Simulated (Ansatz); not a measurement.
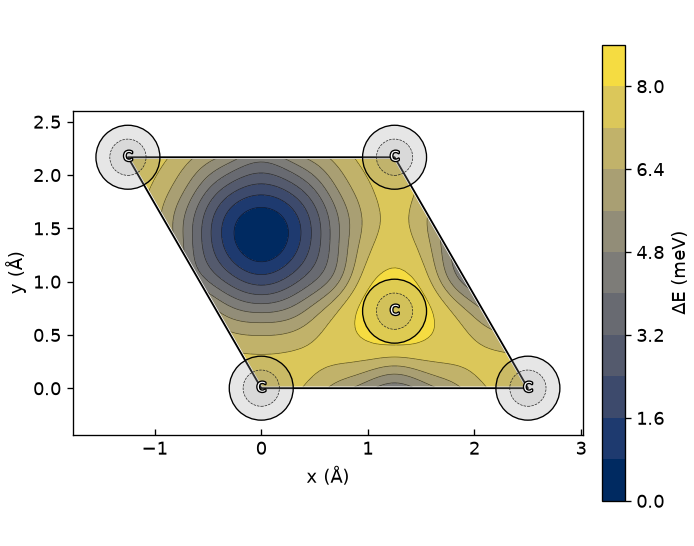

Energy landscape of H on a C(001) slab cut from the P6_3/mmc phase, its upper half relaxed before the scan (32 atoms of substrate and one adsorbate in a 2 × 2 cell). H is moved over the surface cell at a fixed height above a rigid substrate; the origin of the map has the adsorbate above C25; the height is held at 2.80 Å. Places are given modulo a cell vector. The map is drawn in real space over the plane of the surface. The scan uses a 6 × 6 grid; 10 points were computed and 26 follow by symmetry. Places are given in fractions of the 1 × 1 surface cell. Energies: meV, counted from the lowest grid point. At a fixed height the lowest place need not be the adsorption site. Level of theory: DFT PBE+D3(BJ), scalar-relativistic, plane waves, PAW in Ansatz. Settings: cutoff 420 eV, k-mesh 6×6×1, gaussian smearing 0.05 eV, spin-polarised.

In the figure: filled contours, labelled circles for the atoms of the top layer and small ones for the second layer, the outline of one cell of the plane. Between grid points the surface is interpolated. 

### Describe this landscape.

The lowest grid point is at a sixfold hollow, (2/6, 4/6) of the cell vectors. No other kind of well shows on this grid. The highest grid point, the top site over a surface C atom, (4/6, 2/6) of the cell vectors, lies 8.7 meV above the lowest. On the interpolated surface the easiest way out of the lowest well to its copy in the next cell or period passes a barrier of about 7.4 meV. At the lowest point the adsorbate has 6 C at 3.15 Å as nearest neighbours, at the highest 1 C at 2.80 Å.

Time for the 10 points that were run: 28 min on 4 threads of Arm Neoverse V1 (shared host).

PAW datasets: the set soft_1.
